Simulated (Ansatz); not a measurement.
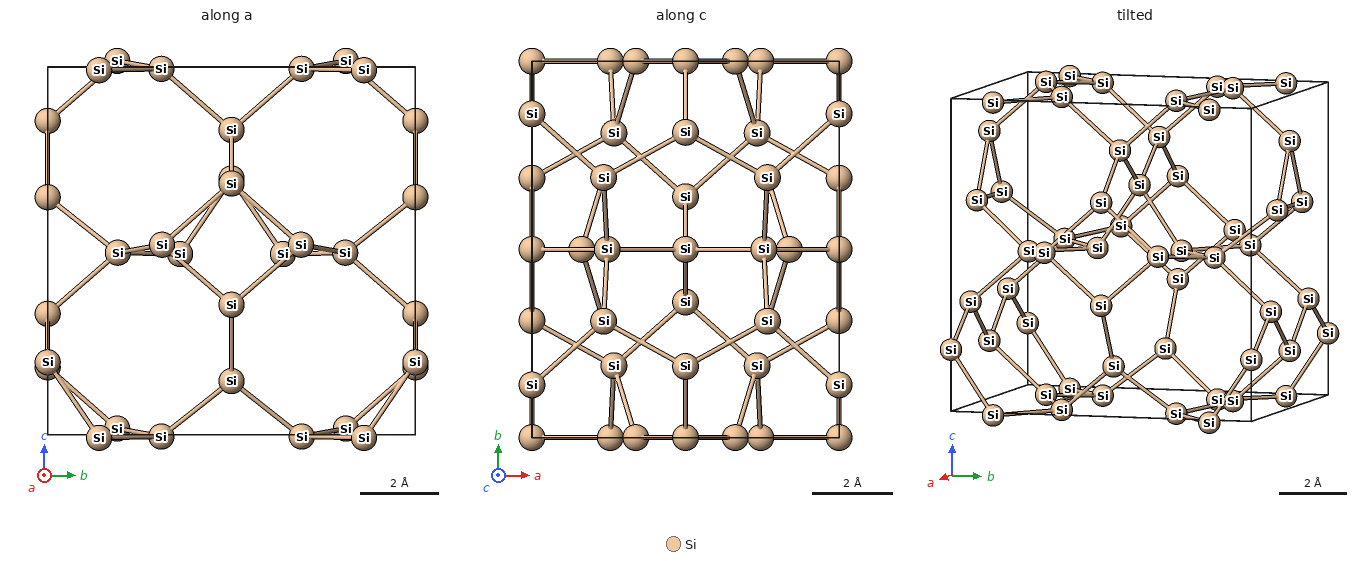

Shown here is a ball-and-stick view of the crystal, taken along the a axis, along the c axis and slightly off an axis. One conventional unit cell is framed, with atoms on its boundary repeated. Cell: a = 7.722 Å, b = 9.463 Å, c = 9.463 Å, α = 90.00°, β = 90.00°, γ = 90.00°.

The element is silicon. It is body-centred orthorhombic, space group Imm2 (No. 44). The cell holds 30 atoms. With all contacts inside bonding distance counted, the coordination numbers are Si 3 to 4 (mean 3.9). The bonds build a three-dimensional framework.

The cell started as a structure listed in the Materials Project. The cell was then strained or its atoms displaced on purpose. Ansatz was used for an electronic-structure calculation on it.
